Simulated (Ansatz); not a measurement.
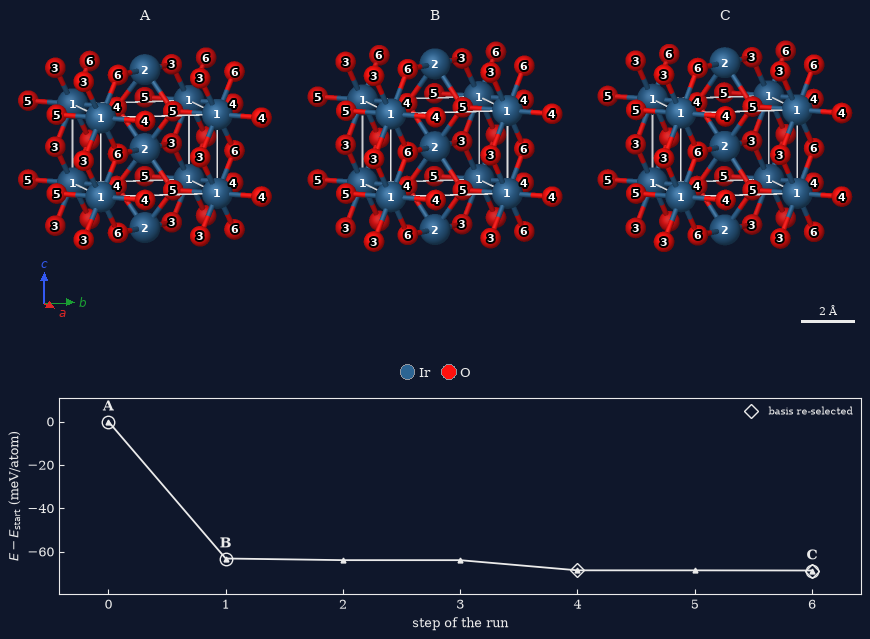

Frames of a relaxation of solid IrO₂ (a generated structure, set up in P4_2/mnm) (coarse preliminary run), marked on the history of the run. The picture is a ball-and-stick view of the cell of the calculation, seen slightly off an axis.

Case: Hf → Ir on all its sites, cell and atoms relaxed.

The calculation used Ansatz 0.2.0, DFT PBE, scalar-relativistic, plane waves, PAW.

Input
```yaml
crystal:
  lattice:
    - [4.5296578888, 0.0, 0.0]
    - [0.0, 4.5296578888, 0.0]
    - [0.0, 0.0, 3.0050161042]
  atoms:
    - { symbol: Ir, position: [0.0, 0.0, 0.0] }
    - { symbol: Ir, position: [0.5, 0.5, 0.5] }
    - { symbol: O, position: [0.1948153568, 0.8051846432, 0.5] }
    - { symbol: O, position: [0.3051846432, 0.3051846432, 0.0] }
    - { symbol: O, position: [0.6948153568, 0.6948153568, 0.0] }
    - { symbol: O, position: [0.8051846432, 0.1948153568, 0.5] }
basis:
  ecutwfc: 420
kpoints:
  mp_grid: { grid: [4, 4, 6] }
hamiltonian:
  xc: pbe
scf:
  occupations: { method: gaussian, width: 0.1 }
output:
  forces: true
  stress: true
  eigenvalues: true
relax:
  adjacent_minimum: "off"
  f_tol: 0.05
  max_steps: 60
  cell: { stress_tol: 0.5 }
```

Run as
```bash
ansatz run input.yaml --threads 1 --pin off --max-ram 2560MiB --backend cpu --events-out ev --progress --plain --runs-dir out
```

**Describe the path.**

Over 4 accepted moves (6 points after the start) the energy falls by 68.7 meV per atom. Largest force component: 0.32 eV/Å at the start, 0.0016 eV/Å at the end. Pressure: 21.71 GPa at the start and 0.09 GPa at the end. The SCF was repeated twice at an unchanged geometry on a basis and grid sized afresh for the cell, which shifted the energy by 4.7 meV per atom at most. The largest moves relative to the cell, 0.022 Å, are those of O3, O4, O5 and O6. O4 goes along [1 1 0]. Ir stays in place. Cell: a = b 4.530 → 4.527 Å (−0.1 %), c 3.005 → 3.182 Å (+5.9 %). Volume +5.7 %. Near-neighbour distances that change, for instance: Ir1–O3 1.953 → 2.008 Å, Ir1–O4 1.955 → 1.975 Å. Among the angles between lasting bonds that change: O4–Ir2–O4 100.6° → 104.8°, O4–Ir2–O5 79.4° → 75.2°, Ir1–O6–Ir1 100.6° → 104.8°. The space group stays P4_2/mnm (No. 136). From step 0 to 1: O atoms move most (0.02 Å), volume +5.1 %, energy −63.2 meV per atom. From step 1 to 6: volume +0.6 %, energy −5.5 meV per atom.
